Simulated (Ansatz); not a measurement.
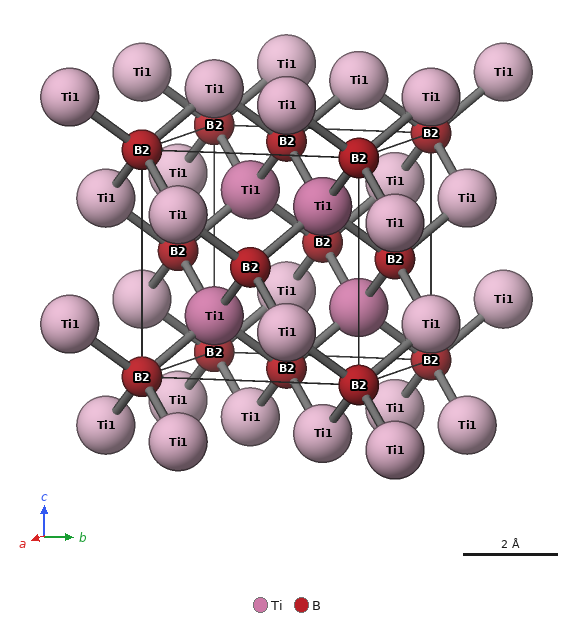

Figure 1. The input geometry (ball-and-stick view of the cell 4 times as large as that of the calculation, set on its symmetry axes, seen slightly off an axis; neighbours outside the cell are drawn fainter; atoms are numbered from 1 in the order of the input). Near neighbours in the crystal (not all of them lie inside the picture): Ti has 4 B at 2.12 Å; B has 4 Ti at 2.12 Å.

## Geometry relaxation of TiB

The run: geometry relaxation of TiB (F-43m, 2 atoms in the cell). Method and program: DFT, PBEsol, all-electron LAPW, scalar-relativistic, no spin polarisation (Ansatz 0.2.0).

It belongs to a series of runs on one base structure; here: cell and atoms relaxed, LAPW. Figures and captions count atoms from 1; the log counts them from 0 in places.

What the program printed
```
The last accepted step is kept in [file] (removed where the run ends without a failure and the disk answers)
LAPW: plane waves up to 9.429 Å⁻¹, error target 5.0e-4 eV per atom; small_component_spin mean_spin; B in spheres of 0.862 Å, 5 of its electrons in bands, Dirac shells []; Ti in spheres of 1.199 Å, 18 of its electrons in bands, Dirac shells [] (how accurate: hamiltonian.pseudopotentials.lapw.basis_error, Limitations)
Engine: ansatz 0.2.0, x86_64-unknown-linux-gnu
Pseudopotentials: kind: all_electron
Pseudopotential: Ti, LAPW, valence charge 18, lapw/all_electron/scalar/gaussian/Ti, Koelling and Harmon's equation, gaussian nucleus
Pseudopotential: B, LAPW, valence charge 5, lapw/all_electron/scalar/gaussian/B, Koelling and Harmon's equation, gaussian nucleus
Functional definition: PBEsol
  exchange = pbesol_x
  correlation = pbesol_c
Crystal: 2 atoms, lattice volume = 29.535 Å³
Basis set: ecut = 338.74309262868474 eV, 411 PW (Γ), exchange–correlation at level 2
Bands: 16, of which v1, the nominal top of the filled ones, is band 12 counted from 1 (11 counted from 0)
Symmetry: 24 space group operations
Space group: F-43m (ITA 216), of the structure as read, at distance tolerance 3.1e-5 Å
k-points: 165 of 4913 (time reversal used)
Non-local potential: Ti, projectors of the file, none
Non-local potential: B, projectors of the file, none
Initial density: superposition of atomic densities (chi_scale 0.1, normalization cell, long waves kept (reshape's long-wave potential 0.00 eV rms))
Initial wavefunctions: plane waves of lowest kinetic energy (no species holds an atomic orbital)
Functional: x = pbesol(κ = 0.804, μ = 0.12345679012345678), c = pbesol(β = 0.046)
iter 1 solved again at ethr=1.78e-2 eV; its pass at ethr=1.00e-1 eV (dr2=4.08e0 eV) is discarded
SCF iter   1: F=—  HF=-23880.298558 eV  |F-HF|=—  |Δ(HF+E_count)|=         —  Δρ=9.49e-2  dr2=4.09e0  ethr=1.78e-2  ⟨swp⟩=2.0  Hψ=17214  notcnv=0
preconditioner: auto → Kerker (q_TF=auto, 2.617 Å⁻¹)  [metal: Δε(μ)=0.003 eV  Ē_g=6.426 eV  σ=0.050 eV  W_gap=0.01  n_scr=14 (ndim 8)  ℏωp=18.1 eV  f_vac=0.000  D(μ)=2.09/eV (n_scr^D=14)]
iter 2 solved again at ethr=1.33e-3 eV; its pass at ethr=1.78e-2 eV (dr2=3.06e-1 eV) is discarded
SCF iter   2: F=—  HF=-23879.273757 eV  |F-HF|=—  |Δ(HF+E_count)|=    1.02e0  Δρ=2.91e-2  dr2=3.05e-1  ethr=1.33e-3  ⟨swp⟩=2.0  Hψ=13558  notcnv=0
SCF iter   3: F=—  HF=-23879.068617 eV  |F-HF|=—  |Δ(HF+E_count)|=   2.05e-1  Δρ=2.73e-2  dr2=3.52e-1  ethr=1.33e-3  ⟨swp⟩=3.0  Hψ=8031  notcnv=0
SCF iter   4: F=—  HF=-23878.994622 eV  |F-HF|=—  |Δ(HF+E_count)|=         —  Δρ=8.71e-3  dr2=3.39e-2  ethr=1.33e-3  ⟨swp⟩=2.1  Hψ=7605  notcnv=0
the basis was enlarged: its passes take 221.6 KiB over the memory plan, 1 of 1 planned eigensolver slots
SCF iter   5: F=—  HF=-23878.982837 eV  |F-HF|=—  |Δ(HF+E_count)|=   1.18e-2  Δρ=1.86e-3  dr2=1.55e-3  ethr=1.47e-4  ⟨swp⟩=3.0  Hψ=8395  notcnv=0
SCF iter   6: F=—  HF=-23878.982685 eV  |F-HF|=—  |Δ(HF+E_count)|=   1.52e-4  Δρ=4.91e-4  dr2=1.11e-4  ethr=6.76e-6  ⟨swp⟩=2.0  Hψ=7394  notcnv=0
SCF iter   7: F=—  HF=-23878.982682 eV  |F-HF|=—  |Δ(HF+E_count)|=   3.38e-6  Δρ=1.66e-4  dr2=1.20e-5  ethr=4.82e-7  ⟨swp⟩=3.0  Hψ=7847  notcnv=0
SCF iter   8: F=—  HF=-23878.982675 eV  |F-HF|=—  |Δ(HF+E_count)|=   6.22e-6  Δρ=4.98e-5  dr2=1.06e-6  ethr=5.23e-8  ⟨swp⟩=2.0  Hψ=7393  notcnv=0
SCF iter   9: F=-23878.982675 eV  HF=-23878.982675 eV  |F-HF|=9.04e-9  |Δ(HF+E_count)|=   5.25e-7  Δρ=3.97e-6  dr2=4.92e-9  ethr=4.62e-9  ⟨swp⟩=2.1  Hψ=7407  notcnv=0
SCF 1 converged in 9 iterations: F = -23878.982675 eV  dr2 = 4.92e-9
relax step   1: F+E_penalty+E_count = -23878.98267476 eV  Δ(F+E_penalty+E_count) = +0.000e0 eV  max|allowed force component| = 4.996e-16 eV/Å  Δτ_max = 0.0000 Å  P = -0.001 GPa  Ω = 29.535 Å³  (9 SCF iters, accepted)
Initial density: handed on by an earlier stage of this run
Initial wavefunctions: those handed on with the density
iter 1 solved again at ethr=2.15e-11 eV; its pass at ethr=1.00e-1 eV (dr2=4.95e-9 eV) is discarded
SCF iter   1: F=—  HF=-23878.982675 eV  |F-HF|=—  |Δ(HF+E_count)|=         —  Δρ=3.53e-6  dr2=4.95e-9  ethr=2.15e-11  ⟨swp⟩=5.3  Hψ=13549  notcnv=0
preconditioner: auto → Kerker (q_TF=auto, 2.617 Å⁻¹)  [metal: Δε(μ)=0.002 eV  Ē_g=5.588 eV  σ=0.050 eV  W_gap=0.01  n_scr=14 (ndim 8)  ℏωp=18.1 eV  f_vac=0.000  D(μ)=1.52/eV (n_scr^D=14)]
SCF iter   2: F=-23878.982675 eV  HF=-23878.982675 eV  |F-HF|=3.43e-9  |Δ(HF+E_count)|=   4.04e-8  Δρ=2.34e-6  dr2=1.62e-9  ethr=2.15e-11  ⟨swp⟩=3.0  Hψ=7783  notcnv=0
SCF 2 converged in 2 iterations: F = -23878.982675 eV  dr2 = 1.62e-9
relax step   2: F+E_penalty+E_count = -23878.98267476 eV  Δ(F+E_penalty+E_count) = -4.769e-9 eV  max|allowed force component| = 4.811e-16 eV/Å  Δτ_max = 0.0000 Å  P = -0.000 GPa  Ω = 29.535 Å³  stress off target by 1.80e-4 GPa  SCF on the basis re-selected at this cell (its energy is not comparable with the rows above)  (2 SCF iters)
```

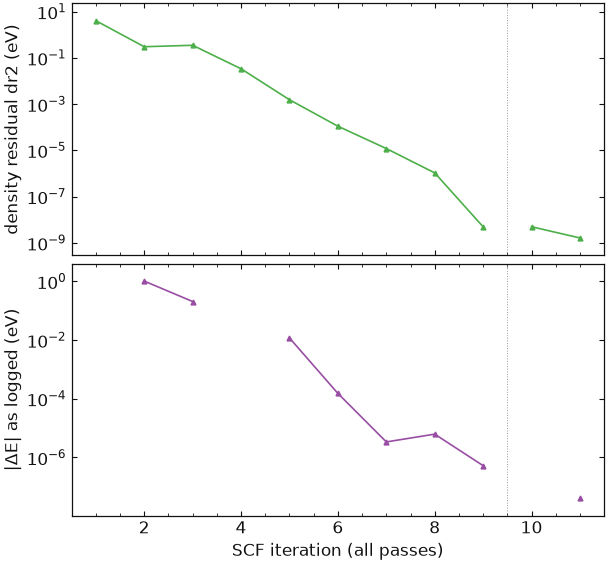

Figure 2. Convergence of the self-consistent field: density residual dr2 and size of the energy change against the SCF iteration. The dotted lines part the SCF passes of the relaxation: geometry steps, rejected trials and re-solves on a re-selected basis. The passes take 9 and 2 iterations.

```
basis re-selected at this cell: Δ(F+E_penalty+E_count) = -4.769e-9 eV, ΔP = +0.000 GPa vs the last step (what re-selecting the basis moved, after the strain that the cell walked since its last selection, with what the two solves' SCF thresholds leave and, on support functions, any second-order correction that the steps lacked; it is no measure of the basis error at this ecutwfc). This SCF's stress stands 1.80e-4 GPa from its target on what of the cell is left free (relax.cell.stress_tol is 5.00e-2 GPa) and its largest allowed force component is 4.81e-16 eV/Å (relax.f_tol is 5.00e-3 eV/Å): within both
SCF converged after 2 iterations
Free energy (F): -23878.982675 eV
Harris-Foulkes:  -23878.982675 eV  (|F-HF|=3.43e-9)
Internal energy: -23878.969636 eV  (E = F + TS)
E sigma→0 (E₀):  -23878.976155 eV
Entropy (-TS):   -0.013039 eV (-6.519 meV/atom)
Fermi energy:    8.816720 eV
--- Per-component energies (eV) ---
  E_band       = -3083.898424
  E_kinetic    = 24096.472756
  E_xc         = -1227.490501
  E_electrostatic = -46747.951891  (all electrons and nuclei)
  E_smearing   = -0.013039  (= −TS)
  E_closure    = 0.000000  (closes the sum)
  E_atoms      = -23866.210185  (free atoms, spherical and without spin; not in F)
  Σ components = -23878.982675   (vs F -23878.982675, Δ=0.00e0)
  Basis errors (estimates in eV, not in F): energy 2.4e-4 per atom: plane waves 2.2e-4 (1.4e-4 summed), levels above the bands 2.7e-39, relativity 8.1e-9, radial functions 2.1e-5, core shells 4.2e-7; eigenvalues (radial functions only) 4.9e-7; not estimated: angular momenta, meshes, grids; target (lapw.basis_error) 5.0e-4; muffin-tin radii B 0.862 Å, Ti 1.199 Å
--- Forces (eV/Å), atoms counted from 1 ---
  atom   1  Ti    -0.00000000     0.00000000     0.00000000
  atom   2  B      0.00000000    -0.00000000    -0.00000000
  max |Σ_I F_I| component: 2.22e-16 eV/Å
--- Stress (GPa, compression-positive) ---
       -0.000180       0.000000       0.000000
        0.000000      -0.000180      -0.000000
        0.000000      -0.000000      -0.000180
  P = ⅓ Tr σ = -0.0002 GPa (-0.002 kbar)
--- Band table (eV; the first three rows and the last of 165) ---
  k-point 0: bands = ["-428.4649", "-428.4649", "-428.4649", "-161.8310", "-46.9911", "-23.3236", "-23.3236", "-23.3236", "1.0104", "7.8025", "7.8025", "7.8025", "11.0165", "11.0165", "17.1445", "17.5099"]
  k-point 1: bands = ["-428.4649", "-428.4649", "-428.4649", "-161.8310", "-46.9906", "-23.3285", "-23.3243", "-23.3243", "1.0699", "7.7543", "7.8268", "7.8268", "10.9986", "10.9986", "17.1312", "17.4441"]
  k-point 2: bands = ["-428.4649", "-428.4649", "-428.4649", "-161.8310", "-46.9892", "-23.3427", "-23.3265", "-23.3265", "1.2452", "7.6198", "7.8943", "7.8943", "10.9560", "10.9560", "16.6732", "17.3373"]
  k-point 164: bands = ["-428.4649", "-428.4649", "-428.4649", "-161.8310", "-46.9718", "-23.4283", "-23.4127", "-23.3800", "4.1843", "6.7623", "8.3520", "9.3261", "9.7747", "11.2142", "12.2005", "13.1444"]
--- Relaxed structure (1 steps of the walk, 1 accepted, 1 SCFs on fresh bases) ---
  F+E_penalty+E_count = -23878.98267476 eV   max|allowed force component| = 4.811e-16 eV/Å   (the final SCF, on the basis selected at the relaxed cell)
  cell:  # Å, volume = 29.5355 Å³
    - [0.0, 2.4534163123, 2.4534163123]
    - [2.4534163123, 0.0, 2.4534163123]
    - [2.4534163123, 2.4534163123, 0.0]
  atoms:
    - { symbol: Ti, position: [0.25, 0.25, 0.25] }
    - { symbol: B, position: [0.0, 0.0, 0.0] }
```

Trajectory as extended XYZ (Å, eV, eV/Å), 2 frames, from step=1 to step=2
```
2
Lattice="0.0000 2.4534 2.4534 2.4534 0.0000 2.4534 2.4534 2.4534 0.0000" Properties=species:S:1:pos:R:3:forces:R:3 step=1 energy=-23878.98267 pressure_GPa=-0.00
Ti    1.2267    1.2267    1.2267    0.0000   0.0000   0.0000
B     0.0000    0.0000    0.0000    0.0000   0.0000   0.0000
2
Lattice="0.0000 2.4534 2.4534 2.4534 0.0000 2.4534 2.4534 2.4534 0.0000" Properties=species:S:1:pos:R:3:forces:R:3 step=2 energy=-23878.98267 pressure_GPa=-0.00
Ti    1.2267    1.2267    1.2267    0.0000   0.0000   0.0000
B     0.0000    0.0000    0.0000    0.0000   0.0000   0.0000
```

This output came from the following input.

Input
```yaml
crystal:
  lattice:
    - [0.0, 2.4534163123, 2.4534163123]
    - [2.4534163123, 0.0, 2.4534163123]
    - [2.4534163123, 2.4534163123, 0.0]
  atoms:
    - { symbol: Ti, position: [0.25, 0.25, 0.25] }
    - { symbol: B, position: [0.0, 0.0, 0.0] }
kpoints:
  mp_grid: { grid: [17, 17, 17] }
scf:
  occupations: { method: fermi_dirac, width: 0.05 }
hamiltonian:
  xc: pbesol
  pseudopotentials: { kind: all_electron, lapw: { basis_error: 0.0005 } }
output:
  forces: true
  stress: true
  eigenvalues: true
relax:
  f_tol: 0.005
  max_steps: 12
  cell: {}
```

Command:
```bash
ansatz run input.yaml --threads 1 --pin off --max-ram 2048MiB --backend cpu --events-out ev --progress --plain --runs-dir out
```

Results in brief

- outcome: converged
- space group (tolerance 0.01 Å): F-43m (216)
- electrons in bands (core shells apart): 23
- free energy: −23878.9827 eV
- Fermi energy: 8.817 eV
- pressure: 0.00 GPa
- final volume: 29.54 Å³
- largest force (length of the vector) at the end: under 0.001 eV/Å
- final cell: a = 3.470 Å, b = 3.470 Å, c = 3.470 Å, α = 60.00°, β = 60.00°, γ = 60.00°
- hardware: 1 thread of AMD EPYC (Zen 5), 64 GiB of memory available, shared host
- wall time: 23 s
- peak memory: 0.52 GiB
